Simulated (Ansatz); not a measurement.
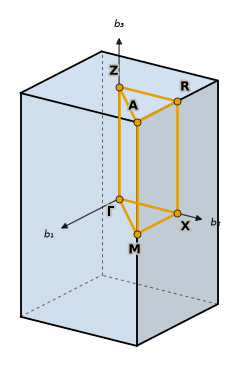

Crystal: ZnO, the input geometry of an electronic-structure calculation (not necessarily at equilibrium). The first Brillouin zone and its special points. The drawing is computed from the coordinates (standard cell, symmetry found to 0.002 Å).

Space group P4_2/mnm, No. 136; a = 5.518 Å, b = 5.518 Å, c = 3.259 Å, α = 90.00°, β = 90.00°, γ = 90.00°.

Labels and path follow the convention of Hinuma et al. (2017), as computed by seekpath; the arrows show the directions of the reciprocal primitive vectors b₁, b₂, b₃, in which coordinates are given; lengths include the factor 2π.

**List the special points with their coordinates and distances from Γ.**

```json
{"point": "Γ", "k₁": "0", "k₂": "0", "k₃": "0", "length of k (1/Å)": "0.000"}
{"point": "Z", "k₁": "0", "k₂": "0", "k₃": "1/2", "length of k (1/Å)": "0.964"}
{"point": "M", "k₁": "1/2", "k₂": "1/2", "k₃": "0", "length of k (1/Å)": "0.805"}
{"point": "A", "k₁": "1/2", "k₂": "1/2", "k₃": "1/2", "length of k (1/Å)": "1.256"}
{"point": "R", "k₁": "0", "k₂": "1/2", "k₃": "1/2", "length of k (1/Å)": "1.120"}
{"point": "X", "k₁": "0", "k₂": "1/2", "k₃": "0", "length of k (1/Å)": "0.569"}
```

**What is the zone's volume?**

(2π)³ over the primitive cell's volume of 99.21 Å³: 2.5 Å⁻³.
